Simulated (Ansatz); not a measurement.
```
Mn Si
1.0
     0.00000    2.86100    2.86100
     2.86100    0.00000    2.86100
     2.86100    2.86100    0.00000
Mn Si
3 1
Direct
  0.75000 0.75000 0.75000
  0.25000 0.25000 0.25000
  0.50000 0.50000 0.50000
  0.00000 0.00000 0.00000
```

Space group Fm-3m; computed pressure about 43 GPa in this cell; spin-polarised.

Level of theory: Kohn-Sham DFT of a periodic cell, PBEsol, Ansatz PAW in Ansatz 0.2.0.

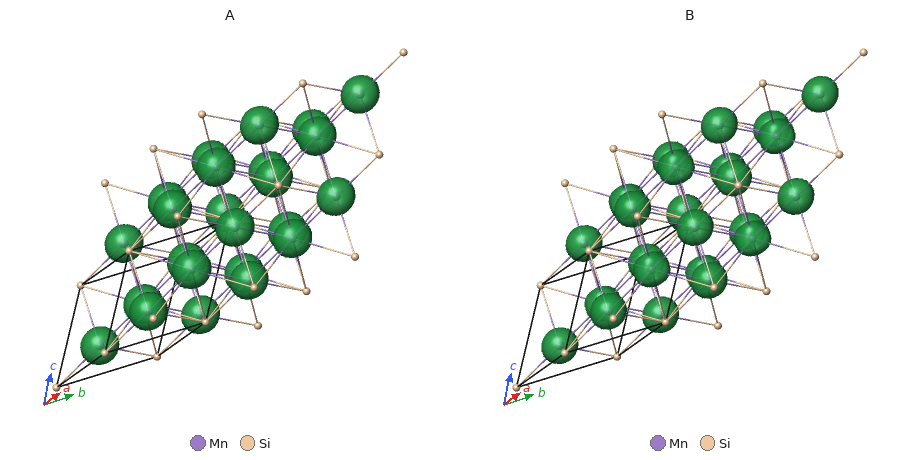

Mn₃Si. Spin density of two self-consistent states of the same cell, at +0.5 (green) and −0.5 e/Å³ (red).

The density is the valence pseudo-density of a PAW calculation; it isn't the true density close to the nuclei.

Question: Describe the two states. Which lies lower in energy?

Answer: State A: parallel main moments (a ferromagnetic arrangement) in this solution; Mn: +3.8 μB and +3.5 μB (×2) in one cell of 4 atoms, with smaller moments on Si (up to +0.11 μB). State B: parallel main moments (a ferromagnetic arrangement) in this solution; Mn: +2.8 μB (×3) in one cell of 4 atoms, with smaller moments on Si (up to −0.05 μB). State B lies lower by 689 meV per atom.
